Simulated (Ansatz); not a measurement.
# Geometry relaxation of Zn3H5Se3 (part 5 of 5)

Continued. System: Zn3H5Se3 (22 atoms in the cell). Method: DFT PBE, scalar-relativistic, plane waves, PAW (Ansatz 0.2.0); cutoff 420 eV, 1×1×8 k-mesh, Gaussian smearing of 0.05 eV. The structure derives from an entry of the Crystallography Open Database. The run did not end well. It belongs to a series of runs on one base structure; here: wire along [1 1 0], 12 atoms a period, capped with H.

Geometry of the input (Å; fractional positions):
```
17.6000  0.0000  0.0000
0.0000  21.1000  0.0000
0.0000  0.0000  4.0530
Zn 0.5576  0.5351  0.0000
Zn 0.5576  0.2634  0.0000
Se 0.5576  0.6030  0.5000
Se 0.5576  0.3313  0.5000
Zn 0.4424  0.6709  0.5000
Zn 0.4424  0.3992  0.5000
Se 0.6727  0.4671  0.0000
Zn 0.6727  0.3992  0.5000
Se 0.4424  0.7388  0.0000
Se 0.4424  0.4671  0.0000
Zn 0.3273  0.5351  0.0000
Se 0.3273  0.6030  0.5000
H  0.6295  0.2210  0.0000
H  0.4857  0.2210  0.0000
H  0.6258  0.6432  0.5000
H  0.3705  0.3568  0.5000
H  0.7409  0.5074  0.0000
H  0.7446  0.3568  0.5000
H  0.5106  0.7790  0.0000
H  0.3742  0.7790  0.0000
H  0.2554  0.4926  0.0000
H  0.2591  0.6432  0.5000
```

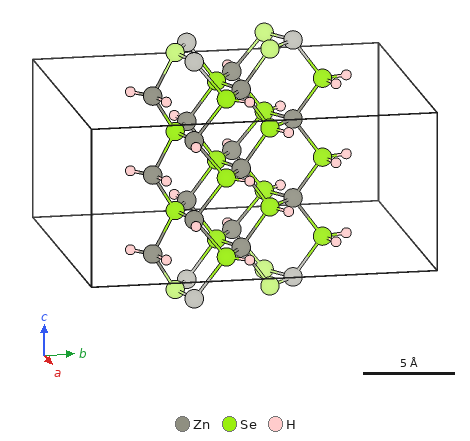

Figure 1. The geometry at step 24 of the log (ball-and-stick view of the 2 repeat of the cell, with the vacuum cut short, seen slightly off an axis; neighbours outside the cell are drawn fainter).

**Trajectory as extended XYZ, continued**
```
22
Lattice="17.6000 0.0000 0.0000 0.0000 21.1000 0.0000 0.0000 0.0000 4.4849" Properties=species:S:1:pos:R:3:forces:R:3 step=23 energy=-52886.09647 pressure_GPa=-0.02
Zn    9.6346   10.7795    0.0000   -0.0006  -0.0191   0.0000
Zn   10.1096    5.6272    0.0000   -0.0032  -0.0378   0.0000
Se    9.7343   12.3654    2.2424   -0.0117   0.0023   0.0000
Se    9.5646    7.0599    2.2424   -0.0191   0.0192   0.0000
Zn    7.9471   14.0158    2.2424   -0.0178  -0.0030   0.0000
Zn    7.4010    8.1224    2.2424    0.0254   0.0135   0.0000
Se   11.6461    9.5418    0.0000    0.0115   0.0160   0.0000
Zn   11.8493    7.7393    2.2424    0.0104  -0.0174   0.0000
Se    7.8967   15.6613    0.0000    0.0397   0.0265   0.0000
Se    7.5052    9.7658    0.0000    0.0268   0.0248   0.0000
Zn    5.4887   11.0213    0.0000    0.0180  -0.0109   0.0000
Se    5.9235   12.7498    2.2424   -0.0245   0.0048   0.0000
H    11.6461    5.9491    0.0000   -0.0127   0.0162   0.0000
H     8.8140    4.7723    0.0000    0.0062  -0.0101   0.0000
H    10.9652   13.1954    2.2424    0.0070  -0.0003   0.0000
H     5.9149    7.7129    2.2424   -0.0142  -0.0045   0.0000
H    12.6387   10.6480    0.0000   -0.0203  -0.0061   0.0000
H    13.3627    7.5063    2.2424   -0.0060   0.0097   0.0000
H     9.2832   16.1825    0.0000   -0.0426  -0.0067   0.0000
H     7.3565   17.0864    0.0000    0.0152  -0.0168   0.0000
H     3.9557   11.0532    0.0000   -0.0082   0.0064   0.0000
H     4.8970   13.8215    2.2424    0.0206  -0.0065   0.0000
22
Lattice="17.6000 0.0000 0.0000 0.0000 21.1000 0.0000 0.0000 0.0000 4.4879" Properties=species:S:1:pos:R:3:forces:R:3 step=24 energy=-52886.09713 pressure_GPa=-0.05
Zn    9.6185   10.7482    0.0000   -0.0148  -0.0335   0.0000
Zn   10.1540    5.6567    0.0000   -0.0897  -0.1070   0.0000
Se    9.7157   12.3431    2.2439    0.0061  -0.0246   0.0000
Se    9.4899    7.0569    2.2439    0.0052  -0.0123   0.0000
Zn    7.9437   13.9995    2.2439   -0.0118  -0.0143   0.0000
Zn    7.3402    8.1411    2.2439    0.0302   0.0066   0.0000
Se   11.6202    9.5067    0.0000   -0.0086   0.0580   0.0000
Zn   11.8004    7.6638    2.2439   -0.0051  -0.0297   0.0000
Se    7.9813   15.6494    0.0000    0.0477   0.0689   0.0000
Se    7.4643    9.7851    0.0000    0.0030   0.0204   0.0000
Zn    5.4623   11.0581    0.0000   -0.0052  -0.0169   0.0000
Se    5.8882   12.7903    2.2439    0.0231   0.0702   0.0000
H    11.6718    6.1205    0.0000   -0.1219  -0.0347   0.0000
H     8.9554    4.6414    0.0000    0.1796   0.1257   0.0000
H    10.9640   13.1462    2.2439   -0.0025   0.0244   0.0000
H     5.8522    7.7375    2.2439   -0.0149   0.0032   0.0000
H    12.5929   10.6296    0.0000    0.0030   0.0010   0.0000
H    13.3176    7.4618    2.2439    0.0013   0.0132   0.0000
H     9.3849   16.1280    0.0000   -0.0627  -0.0303   0.0000
H     7.4876   17.0898    0.0000    0.0111  -0.0476   0.0000
H     3.9294   11.1235    0.0000    0.0028  -0.0070   0.0000
H     4.9004   13.8999    2.2439    0.0239  -0.0338   0.0000
22
Lattice="17.6000 0.0000 0.0000 0.0000 21.1000 0.0000 0.0000 0.0000 4.4817" Properties=species:S:1:pos:R:3:forces:R:3 step=25 energy=-52886.10124 pressure_GPa=-0.02
Zn    9.6471   10.7769    0.0000    0.0070  -0.0176   0.0000
Zn   10.1008    5.5865    0.0000    0.0547   0.0272   0.0000
Se    9.7272   12.3690    2.2408   -0.0059   0.0008   0.0000
Se    9.5205    7.0425    2.2408    0.0224   0.0065   0.0000
Zn    7.9298   14.0034    2.2408    0.0123  -0.0281   0.0000
Zn    7.3866    8.1541    2.2408   -0.0047  -0.0157   0.0000
Se   11.6468    9.5323    0.0000   -0.0437   0.0256   0.0000
Zn   11.8188    7.6822    2.2408   -0.0344  -0.0274   0.0000
Se    7.9519   15.6554    0.0000   -0.0223   0.0117   0.0000
Se    7.5046    9.7993    0.0000   -0.0058  -0.0178   0.0000
Zn    5.4813   11.0306    0.0000   -0.0261   0.0020   0.0000
Se    5.8879   12.7776    2.2408    0.0317   0.0554   0.0000
H    11.6184    6.0145    0.0000   -0.0153   0.0090   0.0000
H     8.8848    4.6319    0.0000   -0.0311  -0.0242   0.0000
H    10.9612   13.1939    2.2408    0.0045   0.0243   0.0000
H     5.8914    7.7677    2.2408    0.0051   0.0095   0.0000
H    12.6214   10.6512    0.0000    0.0261   0.0148   0.0000
H    13.3384    7.4977    2.2408   -0.0073  -0.0078   0.0000
H     9.3404   16.1629    0.0000    0.0295  -0.0097   0.0000
H     7.4315   17.0830    0.0000   -0.0111  -0.0112   0.0000
H     3.9477   11.0825    0.0000    0.0131  -0.0104   0.0000
H     4.8962   13.8819    2.2408    0.0014  -0.0169   0.0000
```

**What the run reported**

| quantity | value |
| --- | --- |
| outcome | stopped at the time limit |
| hardware | 4 threads of Arm Neoverse V2, 24 GiB of memory available, shared host |
| wall time | 27 min (CPU time 1.7 h) |
| peak memory | 3.4 GiB |

The run was cut off by its time limit, so the output is incomplete.
